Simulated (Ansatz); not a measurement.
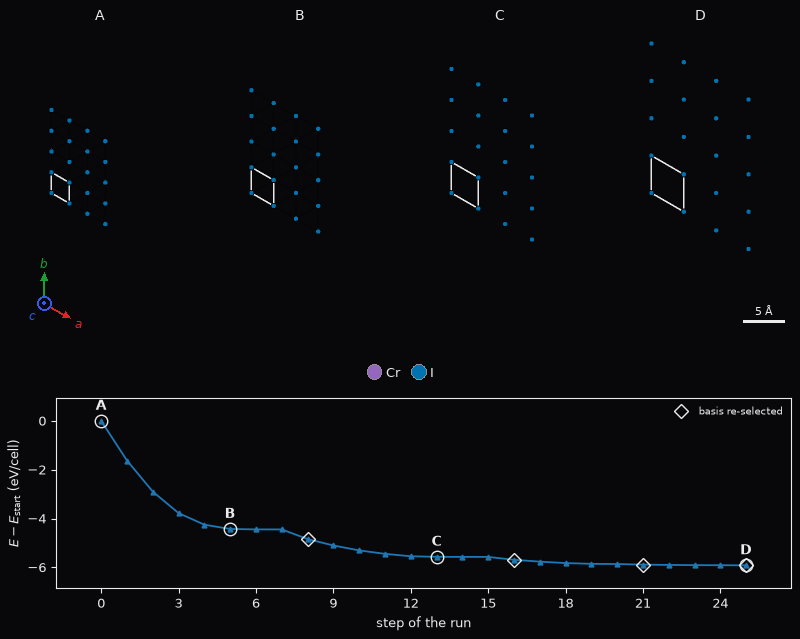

Frames of a relaxation of crystalline CrI (a generated structure, set up in P6/mmm) (coarse preliminary run), marked on the history of the run. A ball-and-stick model of the cell of the calculation, repeated 3 × 4 × 1 with one cell outlined, seen along the c axis.

The calculation used DFT PBE, scalar-relativistic, plane waves, PAW (Ansatz).

Input
```yaml
crystal:
  lattice:
    - [2.52953024, 0.0, 0.0]
    - [-1.26476512, 2.19063745, 0.0]
    - [0.0, 0.0, 6.43933991]
  atoms:
    - { symbol: Cr, position: [0.0, 0.0, 0.5], spin: 3.0 }
    - { symbol: I, position: [0.0, 0.0, 0.0] }
basis:
  ecutwfc: 420
kpoints:
  mp_grid: { grid: [9, 9, 4] }
hamiltonian:
  xc: pbe
scf:
  occupations: { method: gaussian, width: 0.1 }
  lower_state_search: "off"
output:
  forces: true
  stress: true
  eigenvalues: true
  populations: true
magnetization:
  spin_polarized: true
relax:
  adjacent_minimum: "off"
  f_tol: 0.04
  max_steps: 70
  cell: { stress_tol: 0.4 }
```

Launched with:
```bash
ansatz run input.yaml --threads 1 --pin off --max-ram 2048MiB --backend cpu --events-out ev --progress --plain --runs-dir out
```

### Describe the path.

The energy falls by 5.919 eV per cell of the calculation in 21 accepted moves (25 points after the start). All forces vanish by symmetry, so only the cell relaxes. Pressure: 63.65 GPa at the start and 0.11 GPa at the end. The SCF was repeated 4 times at an unchanged geometry on a basis and grid sized afresh for the cell, which shifted the energy by 0.393 eV per cell of the calculation at most. No atom moves by more than 0.005 Å relative to the cell. The drawn cell changes as follows: a = b 2.530 → 4.559 Å (+80.2 %), c 6.439 → 5.279 Å (−18.0 %); the volume changes by +166.3 %. Near-neighbour distances that change, for instance: I2–I2 2.530 → 4.559 Å, Cr1–Cr1 2.530 → 4.559 Å, Cr1–I2 3.220 → 2.639 Å. The space group stays P6/mmm (No. 191). The run may lie on a higher electronic state than the lowest, so the end point isn't shown to be the ground-state structure. Cost: 92 s on 1 thread of Intel(R) Xeon(R) 6975P-C (Granite Rapids), with other jobs on the host, peak memory 0.5 GiB. From step 0 to 5: volume +40.3 %, energy −4.429 eV per cell of the calculation. From step 5 to 13: volume +31.6 %, energy −1.140 eV per cell of the calculation. From step 13 to 25: volume +44.2 %, energy −0.349 eV per cell of the calculation.

```csv
step,"E − E(0), meV/atom","pressure, GPa","volume, Å³/atom",note
0,0.00,63.65,17.841,
1,-812.27,33.49,19.570,
2,-1448.46,31.00,20.939,
3,-1889.02,16.80,22.869,
4,-2126.43,6.73,24.479,
5,-2214.58,-0.23,25.039,
6,-2223.10,0.97,24.010,
7,-2223.69,-0.03,24.192,
8,-2419.94,9.74,24.192,"same geometry, new basis"
9,-2552.46,7.84,25.152,
10,-2652.78,4.13,27.453,
11,-2723.70,3.34,28.913,
12,-2773.27,1.94,30.727,
13,-2784.68,-0.93,32.944,
14,-2786.04,0.42,32.172,
15,-2786.55,0.01,32.357,
16,-2845.28,2.75,32.357,"same geometry, new basis"
17,-2883.44,1.98,34.219,
18,-2912.54,1.13,36.470,
19,-2928.55,0.48,38.751,
20,-2932.25,-0.07,40.738,
21,-2944.49,0.50,40.738,"same geometry, new basis"
22,-2950.78,0.35,42.556,
23,-2955.41,0.13,45.053,
24,-2956.41,0.00,47.518,
25,-2959.39,0.11,47.518,"same geometry, new basis"
```
